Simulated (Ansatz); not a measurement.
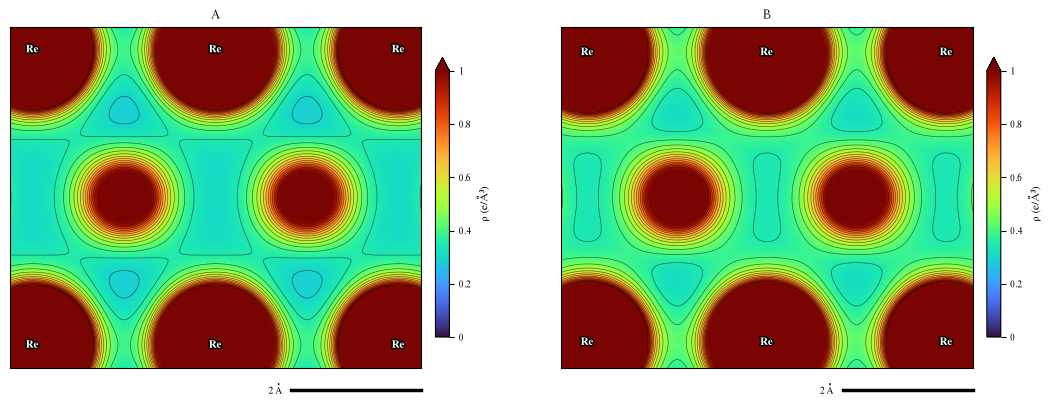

Re. The valence electron density of two cells that differ in size, on the (100) plane of each (indices in the axes of the calculation cell), at one length scale and on one colour scale; one has 14.7 and the other 15.6 Å³ an atom.

Method: Ansatz 0.2.0, Kohn-Sham DFT of a periodic cell, PBEsol, Ansatz PAW.

Core electrons are frozen (PAW), and the valence fields are smoothed inside the atomic spheres.

### Which is the denser cell? Describe the effect of the change.

Panel B is the smaller cell, by 6 % in volume. From the larger cell to the smaller, Re–Re goes from 2.81 to 2.76 Å, and the density at its midpoint from 0.39 to 0.42 e/Å³; the pressure goes from −23 to −4.2 GPa.
